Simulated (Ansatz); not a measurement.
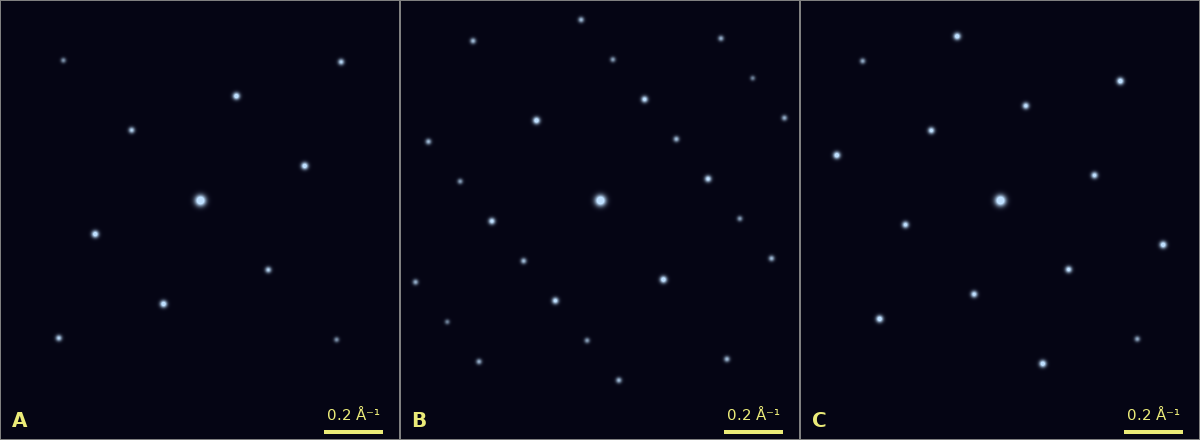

The patterns are kinematic simulations for 300 kV electrons (no multiple scattering; isotropic B = 0.5 Å²).

All three come from Sn, space group P6_3/mmc (No. 194), a = 3.38 Å, c = 5.62 Å (hexagonal axes). Structure: the end point of a relaxation with DFT, PBE, plane waves (420 eV) with PAW, scalar-relativistic in Ansatz 0.2.0; the starting structure was generated, so it need not be a known form of this composition.

```
Sn
1.0
     3.37728    0.00000    0.00000
    -1.68864    2.92481    0.00000
     0.00000    0.00000    5.61502
Sn
2
Cartesian
  0.0000 1.9499 1.4038
  1.6886 0.9749 4.2113
```

Q: Assign the zone axes [001], [100], [101] to A, B and C.

A: A is [101]: centred rectangular net of 0 1 0 at d = 2.92 Å and 1 0 -1 at d = 2.59 Å, at 63.7°. B is [100]: rectangular net of 0 0 1 (itself extinct) at d = 5.62 Å and 0 1 0 at d = 2.92 Å, at 90.0°. C is [001]: hexagonal net of 1 -1 0 at d = 2.92 Å and 1 0 0 at d = 2.92 Å, at 60.0°.
